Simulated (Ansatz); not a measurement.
**Geometry relaxation, with input and output: Ta₂N (part 2 of 2)**

Ta₂N (P-31m, 9 atoms in the cell); DFT LDA, scalar-relativistic, plane waves, PAW, no spin polarisation (Ansatz 0.2.0); cutoff 420 eV, 6×6×4 k-mesh, Gaussian smearing of 0.1 eV. The structure derives from a Materials Project entry.

Geometry of the input (Å; fractional positions):
```
5.2966  0.0000  0.0000
-2.6483  4.5870  0.0000
0.0000  0.0000  4.9392
Ta 0.6664  0.6664  0.7536
Ta -0.0000  0.3336  0.7536
Ta 0.3336  0.0000  0.7536
Ta 0.3336  0.3336  0.2464
Ta -0.0000  0.6664  0.2464
Ta 0.6664  0.0000  0.2464
N  0.6667  0.3333  0.5000
N  0.3333  0.6667  0.5000
N  0.0000  0.0000  0.0000
```

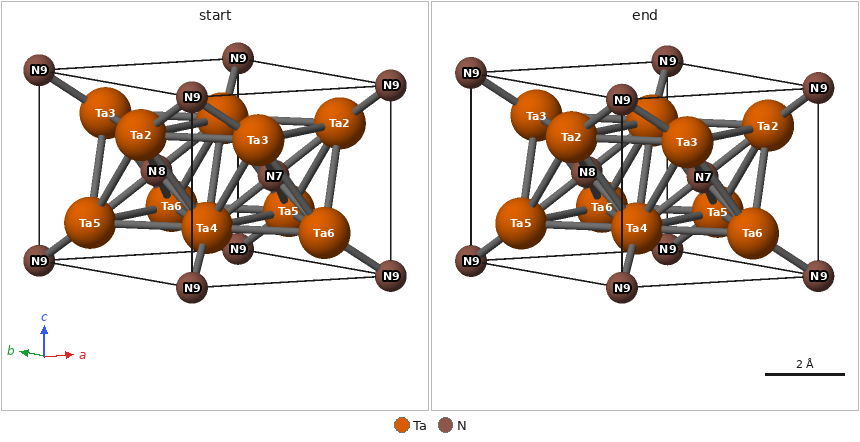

Figure 1. Before (left) and after (right) the relaxation, at one scale (ball-and-stick view of the cell of the calculation, seen at an oblique angle). The largest moves relative to the cell, 0.004 Å, are those of Ta1, Ta2, Ta3, Ta4, Ta5 and Ta6. N stays in place. The volume changes by −3.6 %, with a = b 5.297 → 5.233 Å (−1.2 %), c 4.939 → 4.877 Å (−1.3 %). Among the contacts that change: Ta1–Ta5 3.066 → 3.020 Å, Ta1–Ta2 3.057 → 3.021 Å, Ta1–Ta4 3.005 → 2.976 Å, Ta1–N7 2.164 → 2.136 Å. The space group stays P-31m (No. 162). The energy falls by 18.5 meV per atom in 3 geometry steps. Largest force component: 0.15 eV/Å at the start, 0.018 eV/Å at the end. The pressure goes from −11.05 to −0.11 GPa. The line search rejected the trial step at point 1 (counted from 0) and went back. A last SCF at the same geometry on a re-selected plane-wave basis shifts the energy by +0.9 meV per atom. (Atoms are counted from 1 in the order of the input.)

```
basis re-selected at this cell: Δ(F+E_penalty+E_count) = +7.851e-3 eV, ΔP = -0.111 GPa vs the last step (what re-selecting the basis moved, of the pressure what is left beyond the Pulay correction that the steps carried, after the strain that the cell walked since its last selection, with what the two solves' SCF thresholds leave and, on support functions, any second-order correction that the steps lacked; it is no measure of the basis error at this ecutwfc). This SCF's stress stands 1.35e-1 GPa from its target on what of the cell is left free (relax.cell.stress_tol is 5.00e-1 GPa) and its largest allowed force component is 1.81e-2 eV/Å (relax.f_tol is 5.00e-2 eV/Å): within both
SCF converged after 4 iterations
Free energy (F): -59227.174574 eV
Harris-Foulkes:  -59227.174574 eV  (|F-HF|=1.27e-9)
Internal energy: -59227.162449 eV  (E = F + TS)
E sigma→0 (E₀):  -59227.168512 eV
Entropy (-TS):   -0.012125 eV (-1.347 meV/atom)
Fermi energy:    20.261151 eV
--- Per-component energies (eV) ---
  E_band       = -459.153469
  E_kinetic    = 2611.125100
  E_local      = -3548.433010  (includes V_loc(G=0)·N_el)
  E_nonlocal   = 263.391017
  E_hartree    = 1225.983646
  E_xc         = -1488.149471
  E_vxc        = -1463.577975  (∫ρ·V_xc dr)
  E_paw        = -49251.166015  (= ΣΔE_a)
  E_vpaw       = -773.626331  (= ΣTr[D̂ρ^β])
  E_aug_tail   = 0.001348  (compensation charges beyond the density's cutoff)
  E_ewald      = -9041.708614
  E_core_change = 1.793549  (= ΣΔE_core)
  E_smearing   = -0.012125  (= −TS)
  E_closure    = -0.000000  (closes the sum)
  Σ components = -59227.174574   (vs F -59227.174574, Δ=0.00e0)
--- Forces (eV/Å), atoms counted from 1 ---
  atom   1  Ta     0.00907477     0.01571797     0.01031544
  atom   2  Ta     0.00907477    -0.01571797     0.01031544
  atom   3  Ta    -0.01814955     0.00000000     0.01031544
  atom   4  Ta    -0.00907477    -0.01571797    -0.01031544
  atom   5  Ta    -0.00907477     0.01571797    -0.01031544
  atom   6  Ta     0.01814955    -0.00000000    -0.01031544
  atom   7  N     -0.00000000     0.00000000    -0.00000000
  atom   8  N      0.00000000    -0.00000000     0.00000000
  atom   9  N     -0.00000000     0.00000000     0.00000000
  max |Σ_I F_I| component: 1.73e-17 eV/Å
--- Stress (GPa, compression-positive) ---
       -0.090876       0.000000       0.000000
        0.000000      -0.090876       0.000000
        0.000000       0.000000      -0.134624
  P = ⅓ Tr σ = -0.1055 GPa (-1.055 kbar)
--- Band table (eV; the first three rows and the last of 24) ---
  k-point 0: bands = ["-47.9626", "-47.8729", "-47.8571", "-47.8571", "-47.8568", "-47.8568", "-15.3840", "-14.9480", "-14.7576", "-14.7576", "-14.7401", "-14.7401", "-14.6986", "-14.5959", "-14.5578", "-14.4543", "-14.4543", "-14.4333", "-14.4333", "-14.1426", "-14.1426", "-14.0262", "-14.0262", "-13.9769", "2.4979", "4.0266", "4.7287", "11.5369", "12.9647", "12.9647", "13.1951", "13.1951", "13.8938", "13.8938", "14.0078", "14.2637", "14.3303", "17.0771", "17.6024", "17.6024", "18.2720", "18.2720", "18.7596", "19.4369", "19.8098", "19.8098", "19.9373", "20.1612", "20.1612", "21.0016", "21.0016", "22.1139", "22.1139", "23.3507", "23.5099", "23.9945"]
  k-point 1: bands = ["-47.9496", "-47.8861", "-47.8579", "-47.8579", "-47.8560", "-47.8560", "-15.2518", "-14.9642", "-14.9642", "-14.8954", "-14.6912", "-14.6890", "-14.6890", "-14.6204", "-14.6144", "-14.4618", "-14.4618", "-14.2882", "-14.2882", "-14.1211", "-14.1129", "-14.1129", "-14.0236", "-14.0236", "2.8264", "4.0533", "4.4091", "11.7490", "12.0134", "12.0134", "13.4488", "13.5774", "13.5774", "13.9363", "14.3814", "14.3814", "15.5491", "17.4031", "17.8555", "17.8555", "18.3020", "18.3020", "18.5300", "19.0128", "19.2232", "19.2232", "19.6952", "20.7137", "20.7137", "21.7402", "21.7402", "21.9912", "21.9912", "22.1308", "23.4327", "23.4327"]
  k-point 2: bands = ["-47.9208", "-47.9150", "-47.8583", "-47.8583", "-47.8556", "-47.8556", "-15.0551", "-15.0551", "-14.9689", "-14.9268", "-14.7951", "-14.7540", "-14.7540", "-14.7188", "-14.4177", "-14.4000", "-14.3816", "-14.3816", "-14.2348", "-14.2348", "-14.0943", "-14.0943", "-14.0055", "-14.0055", "3.5137", "3.7306", "4.0800", "11.5920", "11.5920", "12.0690", "12.9702", "13.4424", "13.4424", "13.8670", "14.8608", "14.8608", "17.2803", "17.4324", "17.8360", "17.9697", "17.9697", "18.4267", "18.5723", "18.5723", "18.8829", "18.8829", "19.3127", "20.9390", "20.9390", "21.1440", "22.4077", "22.4077", "22.5032", "22.5032", "23.1570", "23.1570"]
  k-point 23: bands = ["-47.8960", "-47.8960", "-47.8950", "-47.8600", "-47.8585", "-47.8585", "-15.1353", "-15.1353", "-15.0121", "-14.7739", "-14.6999", "-14.6999", "-14.6520", "-14.5710", "-14.5710", "-14.3840", "-14.3752", "-14.3752", "-14.2484", "-14.2484", "-14.2246", "-14.0608", "-14.0569", "-14.0569", "3.7236", "3.7236", "3.8072", "11.8397", "12.3153", "12.3153", "13.4417", "13.4417", "13.9677", "14.0577", "14.0577", "14.2905", "15.9609", "16.8320", "16.8320", "16.8919", "17.4243", "17.4243", "18.7095", "18.7095", "18.7104", "19.5895", "19.5895", "20.7826", "21.7223", "22.4362", "22.4362", "22.8883", "22.9162", "22.9162", "23.6243", "23.6243"]
--- Relaxed structure (4 steps of the walk, 3 accepted, 1 SCFs on fresh bases) ---
  F+E_penalty+E_count = -59227.17457419 eV   max|allowed force component| = 1.815e-2 eV/Å   (the final SCF, on the basis selected at the relaxed cell)
  cell:  # Å, volume = 115.6501 Å³
    - [5.232794530513365, -3.4468757319762307e-35, 2.481750527022886e-33]
    - [-2.6163972652566825, 4.531732996208838, -2.1961014867368822e-33]
    - [2.0571492198578385e-33, -1.0285746099289192e-33, 4.876948449419214]
  atoms:
    - { symbol: Ta, position: [0.6667338209885032, 0.6667338209885032, 0.7528123596942383] }
    - { symbol: Ta, position: [5.551115123125783e-17, 0.33326617901149685, 0.7528123596942383] }
    - { symbol: Ta, position: [0.33326617901149674, -4.2020598148890704e-20, 0.7528123596942383] }
    - { symbol: Ta, position: [0.3332661790114968, 0.33326617901149685, 0.24718764030576176] }
    - { symbol: Ta, position: [5.551115123125783e-17, 0.6667338209885032, 0.24718764030576176] }
    - { symbol: Ta, position: [0.6667338209885031, -4.2020598148890475e-20, 0.24718764030576176] }
    - { symbol: N, position: [0.6666666666666665, 0.3333333333333333, 0.5000000000000001] }
    - { symbol: N, position: [0.3333333333333333, 0.6666666666666666, 0.5000000000000001] }
    - { symbol: N, position: [-5.74012045536019e-20, -4.2020598148890613e-20, 5.853611913025808e-20] }
```

Trajectory as extended XYZ (Å, eV, eV/Å), 5 frames, from step=1 to step=5:
```
9
Lattice="5.2966 0.0000 0.0000 -2.6483 4.5870 0.0000 0.0000 0.0000 4.9392" Properties=species:S:1:pos:R:3:forces:R:3 step=1 energy=-59227.01598 pressure_GPa=-11.05
Ta    1.7647    3.0566    3.7223    0.0207   0.0358  -0.1493
Ta   -0.8836    1.5304    3.7223    0.0207  -0.0358  -0.1493
Ta    1.7671    0.0000    3.7223   -0.0413   0.0000  -0.1493
Ta    0.8836    1.5304    1.2169   -0.0207  -0.0358   0.1493
Ta   -1.7647    3.0566    1.2169   -0.0207   0.0358   0.1493
Ta    3.5294    0.0000    1.2169    0.0413   0.0000   0.1493
N     2.6483    1.5290    2.4696    0.0000   0.0000   0.0000
N     0.0000    3.0580    2.4696    0.0000   0.0000   0.0000
N     0.0000    0.0000    0.0000    0.0000   0.0000   0.0000
9
Lattice="5.1768 0.0000 0.0000 -2.5884 4.4832 0.0000 0.0000 0.0000 4.8001" Properties=species:S:1:pos:R:3:forces:R:3 step=2 energy=-59226.99985 pressure_GPa=12.86 accepted=F
Ta    1.7211    2.9811    3.6304    0.0464   0.0803  -0.4640
Ta   -0.8673    1.5022    3.6304    0.0464  -0.0803  -0.4640
Ta    1.7345    0.0000    3.6304   -0.0928   0.0000  -0.4640
Ta    0.8673    1.5022    1.1697   -0.0464  -0.0803   0.4640
Ta   -1.7211    2.9811    1.1697   -0.0464   0.0803   0.4640
Ta    3.4422    0.0000    1.1697    0.0928   0.0000   0.4640
N     2.5884    1.4944    2.4001    0.0000   0.0000   0.0000
N     0.0000    2.9888    2.4001    0.0000   0.0000   0.0000
N     0.0000    0.0000    0.0000    0.0000   0.0000   0.0000
9
Lattice="5.2300 0.0000 0.0000 -2.6150 4.5294 0.0000 0.0000 0.0000 4.8895" Properties=species:S:1:pos:R:3:forces:R:3 step=3 energy=-59227.17932 pressure_GPa=-0.42
Ta    1.7457    3.0237    3.6775   -0.0358  -0.0620   0.0757
Ta   -0.8693    1.5056    3.6775   -0.0358   0.0620   0.0757
Ta    1.7386    0.0000    3.6775    0.0716   0.0000   0.0757
Ta    0.8693    1.5056    1.2120    0.0358   0.0620  -0.0757
Ta   -1.7457    3.0237    1.2120    0.0358  -0.0620  -0.0757
Ta    3.4915    0.0000    1.2120   -0.0716   0.0000  -0.0757
N     2.6150    1.5098    2.4448    0.0000   0.0000   0.0000
N     0.0000    3.0196    2.4448    0.0000   0.0000   0.0000
N     0.0000    0.0000    0.0000    0.0000   0.0000   0.0000
9
Lattice="5.2328 0.0000 0.0000 -2.6164 4.5317 0.0000 0.0000 0.0000 4.8769" Properties=species:S:1:pos:R:3:forces:R:3 step=4 energy=-59227.18243 pressure_GPa=0.01
Ta    1.7444    3.0215    3.6714    0.0091   0.0158   0.0102
Ta   -0.8720    1.5103    3.6714    0.0091  -0.0158   0.0102
Ta    1.7439    0.0000    3.6714   -0.0182   0.0000   0.0102
Ta    0.8720    1.5103    1.2055   -0.0091  -0.0158  -0.0102
Ta   -1.7444    3.0215    1.2055   -0.0091   0.0158  -0.0102
Ta    3.4889    0.0000    1.2055    0.0182   0.0000  -0.0102
N     2.6164    1.5106    2.4385    0.0000   0.0000   0.0000
N     0.0000    3.0212    2.4385    0.0000   0.0000   0.0000
N     0.0000    0.0000    0.0000    0.0000   0.0000   0.0000
9
Lattice="5.2328 0.0000 0.0000 -2.6164 4.5317 0.0000 0.0000 0.0000 4.8769" Properties=species:S:1:pos:R:3:forces:R:3 step=5 energy=-59227.17457 pressure_GPa=-0.11
Ta    1.7444    3.0215    3.6714    0.0091   0.0157   0.0103
Ta   -0.8720    1.5103    3.6714    0.0091  -0.0157   0.0103
Ta    1.7439    0.0000    3.6714   -0.0181   0.0000   0.0103
Ta    0.8720    1.5103    1.2055   -0.0091  -0.0157  -0.0103
Ta   -1.7444    3.0215    1.2055   -0.0091   0.0157  -0.0103
Ta    3.4889    0.0000    1.2055    0.0181   0.0000  -0.0103
N     2.6164    1.5106    2.4385    0.0000   0.0000   0.0000
N     0.0000    3.0212    2.4385    0.0000   0.0000   0.0000
N     0.0000    0.0000    0.0000    0.0000   0.0000   0.0000
```
